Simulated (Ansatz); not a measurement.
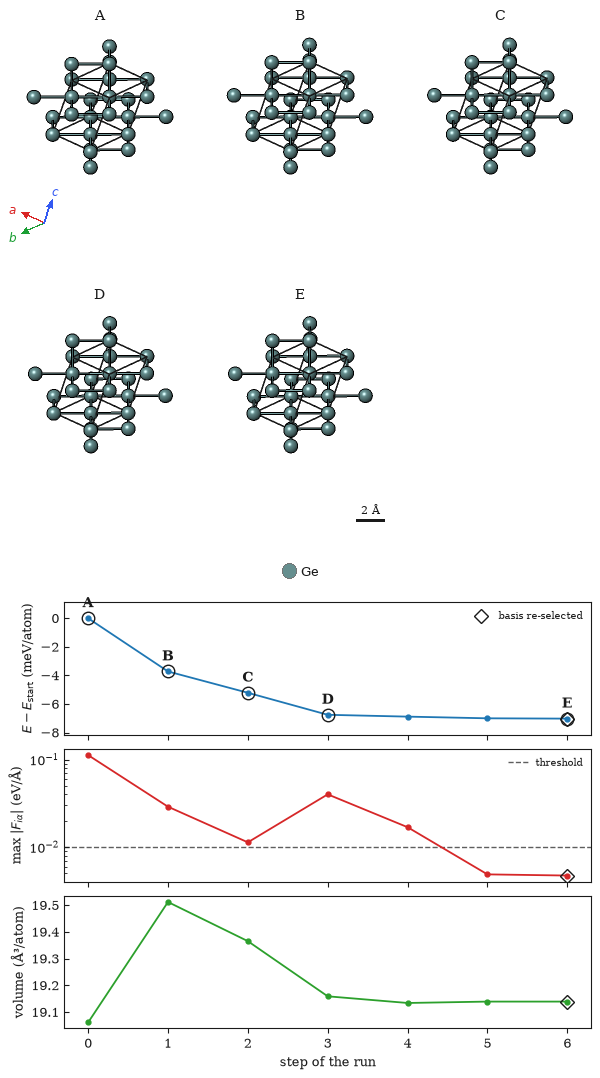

Frames of a relaxation of a crystal of Ge (a generated structure, set up in Fmmm), marked on the history of the run. Style: ball-and-stick. Shown: the reduced cell, from a free direction. Lengths and directions refer to the drawn axes.

Case: As → Ge on all its sites, cell and atoms relaxed.

Theory: DFT PBE+D3(BJ), scalar-relativistic, plane waves, PAW (Ansatz).

Input
```yaml
crystal:
  lattice:
    - [1.9328439193, -5.0564857623, 0.0]
    - [1.9328439193, 5.0564857623, 0.0]
    - [0.0, 0.0, 3.9006521183]
  atoms:
    - { symbol: Ge, position: [0.1331697382, 0.8668302618, 1.0000058094] }
    - { symbol: Ge, position: [0.6331697382, 0.3668302618, 0.4999941906] }
    - { symbol: Ge, position: [0.8668302618, 0.1331697382, -5.8094e-06] }
    - { symbol: Ge, position: [0.3668302618, 0.6331697382, 0.5000058094] }
basis:
  ecutwfc: 420
kpoints:
  mp_grid: { grid: [12, 12, 12] }
hamiltonian:
  xc: pbe
  dispersion: d3bj
scf:
  occupations: { method: gaussian, width: 0.1 }
output:
  forces: true
  stress: true
  eigenvalues: true
relax:
  adjacent_minimum: "off"
  f_tol: 0.01
  max_steps: 60
  cell: { stress_tol: 0.1 }
```

Launched with:
```bash
ansatz run input.yaml --threads 1 --pin off --max-ram 2560MiB --backend cpu --events-out ev --progress --plain --runs-dir out
```

Q: Describe the path.

A: The largest moves relative to the cell, 0.057 Å, are those of Ge1, Ge2, Ge3 and Ge4. Ge1 goes along [1 0 2]. The drawn cell changes as follows: a 3.866 → 3.779 Å (−2.2 %), b 3.901 → 3.861 Å (−1.0 %), c 5.413 → 5.576 Å (+3.0 %), β 110.9° → 109.8°; the volume changes by +0.4 %. Some distances before and after: Ge1–Ge2 2.746 → 2.701 Å, Ge1–Ge3 2.693 → 2.681 Å. The space group stays Fmmm (No. 69). Over 5 accepted moves (6 points after the start) the energy falls by 7.0 meV per atom. The largest force component goes from 0.11 to 0.0047 eV/Å. The pressure goes from 0.62 to 0.01 GPa. The SCF was repeated once at an unchanged geometry on a basis and grid sized afresh for the cell, which shifted the energy by less than 0.05 meV per atom at most. The run took 3.1 min on 1 thread of Intel(R) Xeon(R) Platinum 8488C (Sapphire Rapids) (shared host), peak memory 0.83 GiB. From step 0 to 1: Ge atoms move most (0.04 Å), volume +2.4 %, energy −3.7 meV per atom. From step 1 to 2: volume −0.8 %, energy −1.5 meV per atom. From step 2 to 3: volume −1.1 %, energy −1.5 meV per atom. From step 3 to 6: volume −0.1 %, energy −0.3 meV per atom.
